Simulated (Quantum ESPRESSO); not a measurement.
## KF (Carobbiite): the LO frequency by hand

Wanted: the LO mode of KF (Carobbiite) from the TO mode and the field response.

Calculated with Quantum ESPRESSO 7.5; DFT LDA, scalar-relativistic, plane waves, PseudoDojo norm-conserving pseudopotentials.

## (1) The relaxed structure

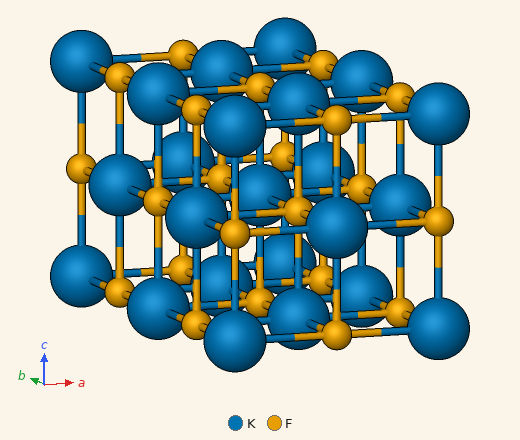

The cell as given, slightly off an axis (potassium blue, fluorine orange). 1×2×1 cells are drawn. This picture shows the conventional cell, with its axes. Some periodic images of atoms are drawn too.

This is the cell after its relaxation at this level of theory, not the database cell from which that began.

## (2) What the response run gave

A linear-response run on the relaxed cell, with the response to an electric field; only its zone-centre results are used. Cutoff 84 Ry, k mesh 8×8×8.

Log:

```text
[banners, grids, parts of the stress and lines that vanish by symmetry left out]
Program PHONON v.7.5
     Reading xml data from directory:

[...]
Exchange-correlation= PW
                           (   1   4   0   0   0   0   0)
[...]
(   8 q-points):
[...]
kinetic-energy cut-off    =      84.0000  Ry
     charge density cut-off    =     336.0000  Ry
     convergence threshold     =      1.0E-18
[...]
Exchange-correlation= PW
                           (   1   4   0   0   0   0   0)
[...]
q = (   0.0000000   0.0000000   0.0000000 )
     49 Sym.Ops. (with q -> -q+G )
     G cutoff =  808.7190  (  24045 G-vectors)     FFT grid: ( 45, 45, 45)
     number of k points=    29
[...]
Mode symmetry, O_h (m-3m)  point group:
[...]
Dielectric constant
[...]
End of electric fields calculation
          Dielectric constant in cartesian axis
          (       2.095299189       0.000000000       0.000000000 )
          (       0.000000000       2.095299189      -0.000000000 )
          (       0.000000000      -0.000000000       2.095299189 )
          Effective charges (d Force / dE) in cartesian axis without acoustic sum rule applied (asr)
           atom    1  K     Mean Z*:        1.15081
      Ex  (        1.15081       -0.00000       -0.00000 )
      Ey  (       -0.00000        1.15081        0.00000 )
      Ez  (       -0.00000        0.00000        1.15081 )
           atom    2  F     Mean Z*:       -1.15077
      Ex  (       -1.15077        0.00000        0.00000 )
      Ey  (        0.00000       -1.15077        0.00000 )
      Ez  (        0.00000       -0.00000       -1.15077 )
          Effective charges Sum: Mean:        0.00004
[...]
Effective charges (d Force / dE) in cartesian axis with asr applied:
           atom    1  K     Mean Z*:        1.15079
[...]
atom    2  F     Mean Z*:       -1.15079
[...]
Representation #   1 modes #   1   2   3
[...]
End of self-consistent calculation
     Convergence has been achieved
     Representation #   2 modes #   4   5   6
[...]
End of self-consistent calculation
     Convergence has been achieved
[...]
Dielectric constant in cartesian axis
          (       2.095299189       0.000000000       0.000000000 )
          (       0.000000000       2.095299189      -0.000000000 )
          (       0.000000000      -0.000000000       2.095299189 )
          Effective charges (d Force / dE) in cartesian axis without acoustic sum rule applied (asr)
           atom    1  K     Mean Z*:        1.15081
[...]
Mode symmetry, C_s (m)     point group:
[...]
q = (    0.750000000  -0.250000000   0.750000000 )
[...]
Mode symmetry, C_s (m)     point group:
     freq (   1-   1) =        107.4  [cm-1]   --> A''
     freq (   2-   2) =        139.5  [cm-1]   --> A'
     freq (   3-   3) =        168.4  [cm-1]   --> A'
     freq (   4-   4) =        207.8  [cm-1]   --> A''
     freq (   5-   5) =        216.0  [cm-1]   --> A'
     freq (   6-   6) =        248.8  [cm-1]   --> A'
[...]
Mode symmetry, C_2v (mm2)  point group:
[...]
q = (    0.500000000   0.000000000   0.500000000 )
[...]
Mode symmetry, C_2v (mm2)  point group:
     freq (   1-   1) =        106.4  [cm-1]   --> B_2  D_4  S_4
     freq (   2-   2) =        129.2  [cm-1]   --> B_1  D_3  S_3
     freq (   3-   3) =        179.3  [cm-1]   --> A_1  D_1  S_1
     freq (   4-   4) =        192.9  [cm-1]   --> B_1  D_3  S_3
     freq (   5-   5) =        219.9  [cm-1]   --> B_2  D_4  S_4
     freq (   6-   6) =        268.2  [cm-1]   --> A_1  D_1  S_1
[...]
Mode symmetry, D_4h(4/mmm) point group:
[...]
Convergence has been achieved
[...]
Convergence has been achieved
[...]
Convergence has been achieved
[...]
Convergence has been achieved
[...]
q = (    0.000000000  -1.000000000   0.000000000 )
[...]
freq (    5) =       6.541862 [THz] =     218.213013 [cm-1]
     freq (    6) =       6.841795 [THz] =     228.217701 [cm-1]
[...]
Mode symmetry, D_4h(4/mmm) point group:
     freq (   1-   2) =         87.2  [cm-1]   --> E_u  X_5' M_5'
     freq (   3-   3) =        170.2  [cm-1]   --> A_2u X_4' M_4'
     freq (   4-   5) =        218.2  [cm-1]   --> E_u  X_5' M_5'
     freq (   6-   6) =        228.2  [cm-1]   --> A_2u X_4' M_4'
[...]
Mode symmetry, D_2d (-42m) point group:
[...]
Representation #   1 mode #   1
[...]
Convergence has been achieved
     Representation #   2 mode #   2
[...]
Convergence has been achieved
     Representation #   3 modes #   3   4
[...]
End of self-consistent calculation
     Convergence has been achieved
     Representation #   4 modes #   5   6
[...]
End of self-consistent calculation
     Convergence has been achieved
[...]
q = (   -0.500000000  -1.000000000   0.000000000 )
[...]
freq (    1) =       4.072903 [THz] =     135.857408 [cm-1]
     freq (    2) =       4.072903 [THz] =     135.857408 [cm-1]
     freq (    3) =       4.549220 [THz] =     151.745640 [cm-1]
     freq (    4) =       6.449096 [THz] =     215.118683 [cm-1]
     freq (    5) =       6.705900 [THz] =     223.684748 [cm-1]
     freq (    6) =       6.705900 [THz] =     223.684748 [cm-1]
[...]
Mode symmetry, D_2d (-42m) point group:
     freq (   1-   2) =        135.9  [cm-1]   --> E    X_5  W_3
     freq (   3-   3) =        151.7  [cm-1]   --> B_2  X_3  W_2
     freq (   4-   4) =        215.1  [cm-1]   --> A_1  X_1  W_1
     freq (   5-   6) =        223.7  [cm-1]   --> E    X_5  W_3

   JOB DONE.
```

| quantity | value |
| --- | --- |
| cell volume Ω (Å³) | 34.314 |
| mass of K (u) | 39.098 |
| mass of F (u) | 18.998 |
| Born charge of K, raw (e) | 1.151 |
| Born charge of F, raw (e) | -1.151 |
| ε∞ | 2.095 |
| ω(TO) after the sum rule (cm⁻¹) | 211.0 |

## (3) The calculation

The charges must sum to zero over the cell; taking off their mean, 0.000 e, leaves Z* = 1.151 e on K. In the polar mode K moves against F, so the reduced mass is μ = 39.10 × 19.00 / 58.10 = 12.786 u.

A longitudinal wave builds up a field that adds to the restoring force: ω(LO)² = ω(TO)² + 4π Z*² / (μ Ω ε∞), in Hartree atomic units. With μ = 23307 electron masses and Ω = 231.56 bohr³ the second term is 1.4717e-06 Ha², or 70889 cm⁻² (1 Ha = 219474.6 cm⁻¹).

So ω(LO) = √(44508 + 70889) = 339.7 cm⁻¹, and by the Lyddane-Sachs-Teller relation ε₀ = ε∞ (ω(LO)/ω(TO))² = 5.43.

## (4) Check against the program

The analysis program adds the same non-analytic term to the full matrix, here for q along (1 0 0).

Log:

```text
[banner, memory and clock lines left out]
Program DYNMAT v.7.5

     Reading Dynamical Matrix from file x.dyn1
     ...Force constants read
     ...epsilon and Z* read

     Polarizability (A^3 units)
     multiply by 0.732547 for Clausius-Mossotti correction
         2.990842    0.000000    0.000000
         0.000000    2.990842   -0.000000
         0.000000   -0.000000    2.990842

     IR activities are in (D/A)^2/amu units

# mode   [cm-1]    [THz]      IR
    1     -0.00   -0.0000    0.0000
    2      0.00    0.0000    0.0000
    3      0.00    0.0000    0.0000
    4    210.97    6.3248    2.3897
    5    210.97    6.3248    2.3897
    6    339.70   10.1841    2.3897
```

ε₀ comes from the program's run without a direction of q.

| quantity | by hand | program |
| --- | --- | --- |
| ω(LO) (cm⁻¹) | 339.7 | 339.7 |
| ε₀ | 5.43 | 5.43 |

## (5) Outcome

| Item | Value |
| --- | --- |
| TO mode | 211.0 cm⁻¹ |
| LO mode | 339.7 cm⁻¹ |
| static dielectric constant | 5.432 |

The LO mode of KF (Carobbiite) lies at 340 cm⁻¹, 129 cm⁻¹ above the TO mode; the formula meets the program within 0.1 cm⁻¹, as it must for a cubic crystal with one polar mode. ω(LO)² − ω(TO)² goes with Z*²/ε∞: an error of 5 % in ε∞ would move the LO mode by 5.0 cm⁻¹, and semilocal functionals tend to overestimate ε∞. These are harmonic values at zero temperature, at the volume of this functional, for the structure held cubic; stability elsewhere in the zone is no part of this calculation.

[Host names and launcher messages were left out of these logs when they were recorded.]

[Logs are printed without paths, hosts, clocks, repeated set-up lines and the standing remarks that a program may print on its own settings, such as how far it seeks lower states.]

[Hosts, paths, dates, database ids (printed as entryN), source tags and the programs' standing remarks are cut or masked in the printed files.]
